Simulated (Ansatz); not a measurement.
## What a change does: single-point calculation on BaF2

System: BaF2 (Fm-3m, 3 atoms in the cell).
Method of the first run: DFT PBE, spin-orbit coupling, plane waves, PAW (Ansatz 0.2.0).

Text and figures count atoms from 1; the logs count them from 0 in places.

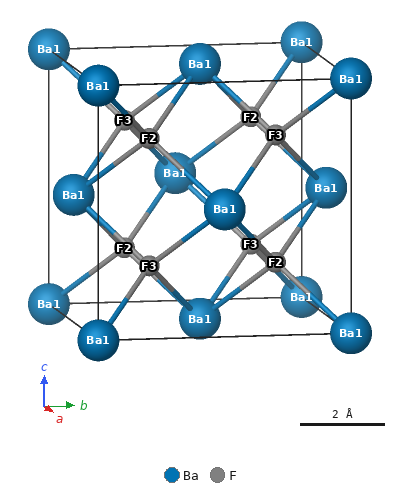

**Figure 1.** The structure as given in the input (ball-and-stick view of the cell 4 times as large as that of the calculation, set on its symmetry axes, seen slightly off an axis; atoms are numbered from 1 in the order of the input). An atom can appear more than once, as a periodic image. Near neighbours in the periodic cell (some may lie outside the picture): Ba has 8 F at 2.68 Å; F has 4 Ba at 2.68 Å.

The input, the first run:
```yaml
crystal:
  lattice:
    - [0.0, 3.1000485598, 3.1000485598]
    - [3.1000485598, 0.0, 3.1000485598]
    - [3.1000485598, 3.1000485598, 0.0]
  atoms:
    - { symbol: Ba, position: [0.0, 0.0, 0.0] }
    - { symbol: F, position: [0.25, 0.25, 0.25] }
    - { symbol: F, position: [0.75, 0.75, 0.75] }
basis:
  ecutwfc: 420
  ecutrho_ratio: 4
kpoints:
  mp_grid: { grid: [6, 6, 6] }
hamiltonian:
  xc: pbe
scf:
  occupations: { method: gaussian, width: 0.05 }
output:
  forces: true
  stress: true
  eigenvalues: true
  populations: true
  topological_invariants: true
magnetization:
  noncollinear: true
  spin_orbit: true
```

Command:
```bash
ansatz run input.yaml --threads 4 --pin off --max-ram 9216MiB --backend cpu --events-out ev --progress --plain --runs-dir out
```

Hardware: 4 threads of Arm Neoverse V2, 24 GiB of memory available, shared host.

Output, shortened to warnings, some set-up lines, iterations and results (the first run):
```
Basis set: ecut = 420 eV, 1211 PW (Γ), exchange–correlation on 60×60×60 points (8 copies of the dense FFT grid, shifted against one another)
Symmetry: 48 space group operations + 48 with time reversal
k-points: 16 of 216
Initial density: superposition of atomic densities (chi_scale 0.1, normalization cell, long waves kept (reshape's long-wave potential 0.00 eV rms))
[...]
SCF iter   1: F=—  HF=-7579.994760 eV  |F-HF|=—  |Δ(HF+E_count)|=         —  Δρ=1.41e-1  dr2=1.06e1  dr2_m=0.00e0 (ungated)  ethr=3.10e-3  |M|=0.00e0 ∫|m|=0.00e0 μB  …
SCF iter   2: F=—  HF=-7577.276971 eV  |F-HF|=—  |Δ(HF+E_count)|=    2.72e0  Δρ=2.95e-2  dr2=6.71e-1  dr2_m=0.00e0 (ungated)  ethr=3.10e-3  |M|=0.00e0 ∫|m|=0.00e0 μB  …
SCF iter   3: F=—  HF=-7577.159277 eV  |F-HF|=—  |Δ(HF+E_count)|=   1.18e-1  Δρ=1.46e-2  dr2=2.20e-1  dr2_m=0.00e0 (ungated)  ethr=2.79e-3  |M|=0.00e0 ∫|m|=0.00e0 μB  …
SCF iter   4: F=—  HF=-7577.163827 eV  |F-HF|=—  |Δ(HF+E_count)|=   4.55e-3  Δρ=3.32e-3  dr2=5.55e-3  dr2_m=0.00e0 (ungated)  ethr=9.18e-4  |M|=0.00e0 ∫|m|=0.00e0 μB  …
SCF iter   5: F=—  HF=-7577.169961 eV  |F-HF|=—  |Δ(HF+E_count)|=   6.13e-3  Δρ=7.38e-4  dr2=3.51e-4  dr2_m=0.00e0 (ungated)  ethr=2.31e-5  |M|=0.00e0 ∫|m|=0.00e0 μB  …
SCF iter   6: F=—  HF=-7577.169868 eV  |F-HF|=—  |Δ(HF+E_count)|=   9.27e-5  Δρ=1.04e-4  dr2=8.20e-6  dr2_m=0.00e0 (ungated)  ethr=1.46e-6  |M|=0.00e0 ∫|m|=0.00e0 μB  …
SCF iter   7: F=—  HF=-7577.169869 eV  |F-HF|=—  |Δ(HF+E_count)|=   1.09e-6  Δρ=3.97e-5  dr2=1.24e-6  dr2_m=0.00e0 (ungated)  ethr=3.42e-8  |M|=0.00e0 ∫|m|=0.00e0 μB  …
SCF iter   8: F=—  HF=-7577.169869 eV  |F-HF|=—  |Δ(HF+E_count)|=   3.89e-7  Δρ=1.19e-5  dr2=1.12e-7  dr2_m=0.00e0 (ungated)  ethr=5.18e-9  |M|=0.00e0 ∫|m|=0.00e0 μB  …
SCF iter   9: F=-7577.169869 eV  HF=-7577.169869 eV  |F-HF|=1.90e-9  |Δ(HF+E_count)|=   3.78e-8  Δρ=1.79e-6  dr2=2.12e-9  dr2_m=0.00e0 (ungated)  ethr=4.17e-10  |M|=0.00e0 …
SCF 1 converged in 9 iterations: F = -7577.169869 eV  dr2 = 2.12e-9
NSCF: frozen V_eff on 28 k-points
SCF converged after 9 iterations
Magnetization: |M| = 0.0000 μB,  M = (+0.0000, +0.0000, +0.0000) μB
Absolute magnetization: 0.0000 μB (∫|m|)
  site 0: m = (+0.0000, +0.0000, +0.0000) μB, |m| = 0.0000 μB  (R = 1.11 Å)
  site 1: m = (+0.0000, +0.0000, +0.0000) μB, |m| = 0.0000 μB  (R = 1.11 Å)
  site 2: m = (+0.0000, +0.0000, +0.0000) μB, |m| = 0.0000 μB  (R = 1.11 Å)
Free energy (F): -7577.169869 eV
Harris-Foulkes:  -7577.169869 eV  (|F-HF|=1.90e-9)
Internal energy: -7577.169869 eV  (E = F + TS)
E sigma→0 (E₀):  -7577.169869 eV
Fermi energy:    6.541707 eV
--- Per-component energies (eV) ---
  E_band       = -101.898573
  E_kinetic    = 583.891367
  E_local      = -1550.406221  (includes V_loc(G=0)·N_el)
  E_nonlocal   = 203.496029
  E_hartree    = 586.065275
  E_xc         = -330.104313
  E_vxc        = -343.161229  (∫ρ·V_xc dr)
  E_paw        = -5631.174464  (= ΣΔE_a)
  E_vpaw       = -167.854802  (= ΣTr[D̂ρ^β])
  E_aug_tail   = 0.004137  (compensation charges beyond the density's cutoff)
  E_ewald      = -1438.941679
  E_smearing   = -0.000000  (= −TS)
  E_closure    = -0.000000  (closes the sum)
  Σ components = -7577.169869   (vs F -7577.169869, Δ=0.00e0)
--- Forces (eV/Å), atoms counted from 1 ---
  atom   1  Ba    -0.00000000     0.00000000     0.00000000
  atom   2  F      0.00000000    -0.00000000     0.00000000
  atom   3  F      0.00000000     0.00000000     0.00000000
  max |Σ_I F_I| component: 2.31e-18 eV/Å
--- Stress (GPa, compression-positive) ---
        1.266063       0.000000       0.000000
       -0.000000       1.266063       0.000000
       -0.000000       0.000000       1.266063
  P = ⅓ Tr σ = 1.2661 GPa (12.661 kbar)
--- Löwdin populations: 3 sites ---
  site symbol       q [e]
     0     Ba      8.2026
     1      F      7.7877
     2      F      7.7877
  spilling = 0.009250 (of n_electrons = 24.000000)
--- Topological invariants of the lowest 24 bands, as many as the electrons (of this functional, at the state reached) ---
  Z2 = 0;(000), z4 = 0
  bands 24 and 25 are separated throughout the zone, as estimated from the states at the SCF's k-points
  smallest direct gap kept (no minimum is searched for): 6.8844 eV, known to 2.1e-4 eV, at k = (0.0000, 0.0000, 0.0000) in reciprocal vectors
  plane       ν
  k1 = 0      0
  k1 = 1/2    0
  k2 = 0      0
  k2 = 1/2    0
  k3 = 0      0
  k3 = 1/2    0
```

For the second run the input was changed thus:
```diff
-    - [0.0, 3.1000485598, 3.1000485598]
-    - [3.1000485598, 0.0, 3.1000485598]
-    - [3.1000485598, 3.1000485598, 0.0]
+    - [0.0, 3.1508780621, 3.1508780621]
+    - [3.1508780621, 0.0, 3.1508780621]
+    - [3.1508780621, 3.1508780621, 0.0]
```

What does this change do to the results?

With the same functional and potentials, the second run lies 0.6 meV per atom higher. The gap on the mesh goes from 6.84 to 6.61 eV. The pressure goes from 1.27 to −1.34 GPa. The volume per atom goes from 19.86 to 20.85 Å³. The cell is scaled evenly with the atoms at fixed fractional positions, so −ΔP/Δ ln V estimates the bulk modulus midway between the two volumes: about 53 GPa. The number of SCF iterations is the same. The plane waves at Γ go from 1211 to 1243.

Output, shortened to warnings, some set-up lines, iterations and results (the second run):
```
Basis set: ecut = 420 eV, 1243 PW (Γ), exchange–correlation on 60×60×60 points (8 copies of the dense FFT grid, shifted against one another)
Symmetry: 48 space group operations + 48 with time reversal
k-points: 16 of 216
Initial density: superposition of atomic densities (chi_scale 0.1, normalization cell, long waves kept (reshape's long-wave potential 0.00 eV rms))
[...]
SCF iter   1: F=—  HF=-7580.068528 eV  |F-HF|=—  |Δ(HF+E_count)|=         —  Δρ=1.41e-1  dr2=1.11e1  dr2_m=0.00e0 (ungated)  ethr=3.10e-3  |M|=0.00e0 ∫|m|=0.00e0 μB  …
SCF iter   2: F=—  HF=-7577.282110 eV  |F-HF|=—  |Δ(HF+E_count)|=    2.79e0  Δρ=3.05e-2  dr2=7.10e-1  dr2_m=0.00e0 (ungated)  ethr=3.10e-3  |M|=0.00e0 ∫|m|=0.00e0 μB  …
SCF iter   3: F=—  HF=-7577.157482 eV  |F-HF|=—  |Δ(HF+E_count)|=   1.25e-1  Δρ=1.44e-2  dr2=2.28e-1  dr2_m=0.00e0 (ungated)  ethr=2.96e-3  |M|=0.00e0 ∫|m|=0.00e0 μB  …
SCF iter   4: F=—  HF=-7577.162549 eV  |F-HF|=—  |Δ(HF+E_count)|=   5.07e-3  Δρ=3.48e-3  dr2=5.61e-3  dr2_m=0.00e0 (ungated)  ethr=9.51e-4  |M|=0.00e0 ∫|m|=0.00e0 μB  …
SCF iter   5: F=—  HF=-7577.168179 eV  |F-HF|=—  |Δ(HF+E_count)|=   5.63e-3  Δρ=9.19e-4  dr2=5.39e-4  dr2_m=0.00e0 (ungated)  ethr=2.34e-5  |M|=0.00e0 ∫|m|=0.00e0 μB  …
SCF iter   6: F=—  HF=-7577.168028 eV  |F-HF|=—  |Δ(HF+E_count)|=   1.51e-4  Δρ=1.37e-4  dr2=1.63e-5  dr2_m=0.00e0 (ungated)  ethr=2.25e-6  |M|=0.00e0 ∫|m|=0.00e0 μB  …
SCF iter   7: F=—  HF=-7577.168026 eV  |F-HF|=—  |Δ(HF+E_count)|=   1.77e-6  Δρ=7.07e-5  dr2=4.39e-6  dr2_m=0.00e0 (ungated)  ethr=6.80e-8  |M|=0.00e0 ∫|m|=0.00e0 μB  …
SCF iter   8: F=—  HF=-7577.168025 eV  |F-HF|=—  |Δ(HF+E_count)|=   1.37e-6  Δρ=2.31e-5  dr2=4.77e-7  dr2_m=0.00e0 (ungated)  ethr=1.83e-8  |M|=0.00e0 ∫|m|=0.00e0 μB  …
SCF iter   9: F=-7577.168024 eV  HF=-7577.168024 eV  |F-HF|=1.16e-8  |Δ(HF+E_count)|=   1.67e-7  Δρ=4.09e-6  dr2=1.30e-8  dr2_m=0.00e0 (ungated)  ethr=4.17e-10  |M|=0.00e0 …
SCF 1 converged in 9 iterations: F = -7577.168024 eV  dr2 = 1.30e-8
NSCF: frozen V_eff on 28 k-points
SCF converged after 9 iterations
Magnetization: |M| = 0.0000 μB,  M = (+0.0000, +0.0000, +0.0000) μB
Absolute magnetization: 0.0000 μB (∫|m|)
  site 0: m = (+0.0000, +0.0000, +0.0000) μB, |m| = 0.0000 μB  (R = 1.13 Å)
  site 1: m = (+0.0000, +0.0000, +0.0000) μB, |m| = 0.0000 μB  (R = 1.13 Å)
  site 2: m = (+0.0000, +0.0000, +0.0000) μB, |m| = 0.0000 μB  (R = 1.13 Å)
Free energy (F): -7577.168024 eV
Harris-Foulkes:  -7577.168024 eV  (|F-HF|=1.16e-8)
Internal energy: -7577.168024 eV  (E = F + TS)
E sigma→0 (E₀):  -7577.168024 eV
Fermi energy:    6.000796 eV
--- Per-component energies (eV) ---
  E_band       = -112.875310
  E_kinetic    = 582.321371
  E_local      = -1584.524213  (includes V_loc(G=0)·N_el)
  E_nonlocal   = 203.273337
  E_hartree    = 598.089887
  E_xc         = -329.632760
  E_vxc        = -342.505208  (∫ρ·V_xc dr)
  E_paw        = -5630.970909  (= ΣΔE_a)
  E_vpaw       = -167.628383  (= ΣTr[D̂ρ^β])
  E_aug_tail   = 0.004148  (compensation charges beyond the density's cutoff)
  E_ewald      = -1415.728883
  E_smearing   = -0.000000  (= −TS)
  E_closure    = 0.000000  (closes the sum)
  Σ components = -7577.168024   (vs F -7577.168024, Δ=0.00e0)
--- Forces (eV/Å), atoms counted from 1 ---
  atom   1  Ba    -0.00000000     0.00000000    -0.00000000
  atom   2  F      0.00000000     0.00000000     0.00000000
  atom   3  F      0.00000000     0.00000000     0.00000000
  max |Σ_I F_I| component: 1.04e-17 eV/Å
--- Stress (GPa, compression-positive) ---
       -1.344202      -0.000000      -0.000000
       -0.000000      -1.344202       0.000000
        0.000000       0.000000      -1.344202
  P = ⅓ Tr σ = -1.3442 GPa (-13.442 kbar)
--- Löwdin populations: 3 sites ---
  site symbol       q [e]
     0     Ba      8.2032
     1      F      7.7888
     2      F      7.7888
  spilling = 0.009136 (of n_electrons = 24.000000)
--- Topological invariants of the lowest 24 bands, as many as the electrons (of this functional, at the state reached) ---
  Z2 = 0;(000), z4 = 0
  bands 24 and 25 are separated throughout the zone, as estimated from the states at the SCF's k-points
  smallest direct gap kept (no minimum is searched for): 6.6445 eV, known to 5.1e-4 eV, at k = (0.0000, 0.0000, 0.0000) in reciprocal vectors
  plane       ν
  k1 = 0      0
  k1 = 1/2    0
  k2 = 0      0
  k2 = 1/2    0
  k3 = 0      0
  k3 = 1/2    0
```

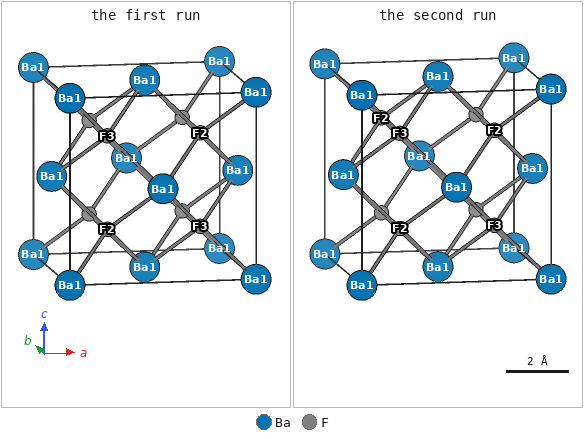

**Figure 2.** The two input geometries at one scale (ball-and-stick view of the cell 4 times as large as that of the calculation, set on its symmetry axes, seen slightly off an axis). The atoms keep their places relative to the cell (all moves are under 0.005 Å). The volume changes by +5.0 %, with a = b = c 6.200 → 6.302 Å (+1.6 %). Among the contacts that change: Ba1–F2 2.685 → 2.729 Å.

The two runs side by side:

```tsv
quantity	the first run	the second run
outcome	converged	converged
free energy per atom (eV)	−2525.7233	−2525.7227
gap on the mesh (eV)	6.84	6.61
net moment of the cell (μB)	0.00	0.00
absolute moment of the cell (μB)	0.00	0.00
pressure (GPa)	1.27	−1.34
volume per atom (Å³)	19.86	20.85
largest force (eV/Å)	0.000	0.000
SCF iterations	9	9
irreducible k-points	16	16
plane waves at Γ	1211	1243
wall time (shared host)	23 s	24 s
```
